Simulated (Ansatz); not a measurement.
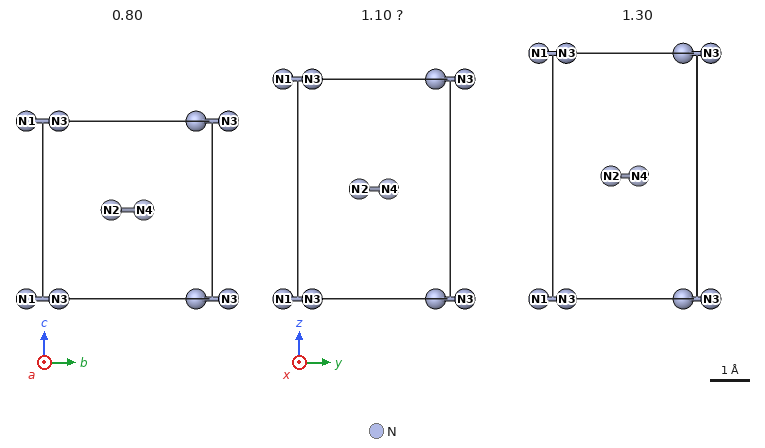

A crystal of N (P4_2/mnm): the ratio of the cell's length along z to its lengths across, counted as 1 for the reference, is changed at fixed volume (a c/a path), with the atoms kept at their fractional coordinates. x, y and z are the Cartesian axes of the input. The picture is a ball-and-stick view of the cell of the calculation, seen along the a axis.

Computed with DFT PBEsol, scalar-relativistic, plane waves, PAW (Ansatz 0.2.0). Set-up: plane-wave cutoff 420 eV; k-point mesh 6 × 6 × 6; occupations gaussian; smearing width 0.05 eV; no spin polarisation. Energies (free energies at the smearing named) are counted from the cell as listed in its source, which wasn't relaxed.

```csv
axial ratio over its reference value,energy change (meV/atom)
0.80,244
0.85,140
0.92,45
0.96,14
1.00,0
1.05,4
1.10,?
1.20,145
1.30,336
```

**Fill in the missing row.**

A straight line between the two neighbours gives 51 meV/atom. A cubic through the four nearest rows (1.00, 1.05, 1.20, 1.30) gives, with Lagrange weights, (−0.3333)(0) + (1.0667)(4) + (0.3333)(145) + (−0.0667)(336) = 30 meV/atom. The calculation gives 30 meV/atom, so the cubic is right to the digits shown and the straight line 21 meV/atom too high, as the curve bends upwards here.

The whole profile:

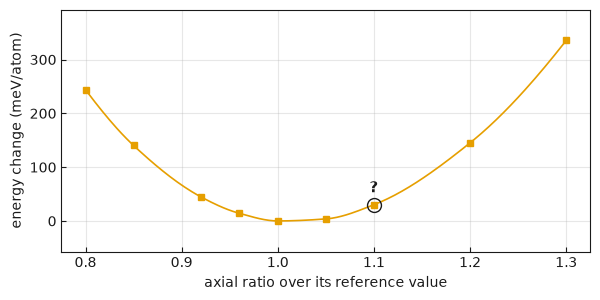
